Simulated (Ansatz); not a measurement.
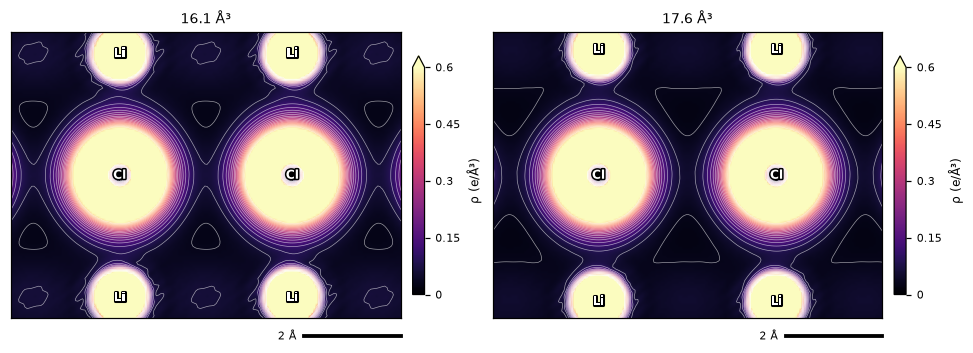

LiCl. The valence electron density of cells scaled evenly to different volumes (given per atom above each panel), on the (11̄0) plane of each (indices in the axes of the cell below), at one length scale and on one colour scale.

These are results of Ansatz 0.2.0, DFT PBE, scalar-relativistic, plane waves, PAW, not measurements.

The largest cell:

```xyz
2
Lattice="0.0000 2.6006 2.6006 2.6006 0.0000 2.6006 2.6006 2.6006 0.0000" Properties=species:S:1:pos:R:3 pbc="T T T"
Li    0.0000    0.0000    0.0000
Cl    2.6006    2.6006    2.6006
```

| volume (Å³/atom) | Li–Cl contact in the plane (Å) | ρ at its midpoint (e/Å³) | pressure (GPa) | gap on the mesh (eV) | 
| --- | --- | --- | --- | --- |
| 16.05 | 2.523 | 0.233 | 2.3 | 6.62 | 
| 17.08 | 2.575 | ? | ? | ? | 
| 17.59 | 2.601 | 0.202 | −0.9 | 6.10 | 

**What values belong in the row with question marks?**

Over the known rows ln ρ falls by 1.83 per Å of Li–Cl distance (the line through the two), which gives 0.212 e/Å³ at 2.575 Å; the calculation gives 0.212 e/Å³. For the pressure, a straight line in volume between the neighbouring rows gives 0.2 GPa; the calculation gives 0.0. For the gap on the mesh, a straight line in volume between the neighbouring rows gives 6.27 eV; the calculation gives 6.26.
